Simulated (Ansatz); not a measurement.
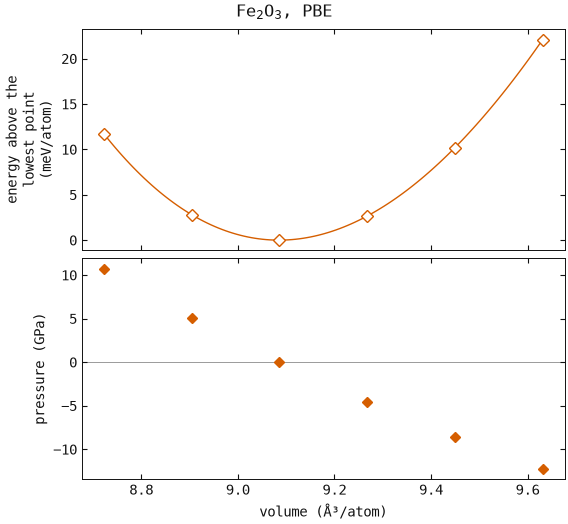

Plotted: energy above the lowest point and pressure against volume for Fe₂O₃, space group Pn-3m (No. 224) (one of a set of cubic test structures, which need not be the stable phase).

Method: equation of state of a cubic crystal from periodic Kohn-Sham density functional theory without spin, third-order Birch-Murnaghan fit to the free energies; pressure corrected for the finite basis (Ansatz 0.2.0 development build). Level: PBE.

| setting | value |
| --- | --- |
| structure type | cubic X2O3 |
| atoms in cell | 10 |
| space group number | 224 |
| lattice centring | simple cubic |
| k mesh | 12×12×12 |
| occupation method | Fermi–Dirac |
| occupation width | 0.06123 eV |
| wave cutoff | 700 eV |
| datasets | hard PAW |
| density tolerance | 1e−09 eV |
| bands | 60 |
| density cutoff ratio | 4 |
| search for lower states | default |

Q: What equilibrium volume and bulk modulus follow from the curve?

A: A third-order Birch–Murnaghan fit gives V0 = 9.09 Å³/atom, B0 = 241 GPa and B′ = 4.6.

Q: Read off the course of the pressure.

A: It falls from 10.7 GPa at volume 8.7226 Å³/atom to −12.3 GPa at 9.6313 Å³/atom, and changes sign near 9.09 Å³/atom.

Limits of the calculation: cubic model structure, not the ambient form; modest k-mesh, values are not fully converged in k; no spin polarisation, a magnetic state may lie lower.
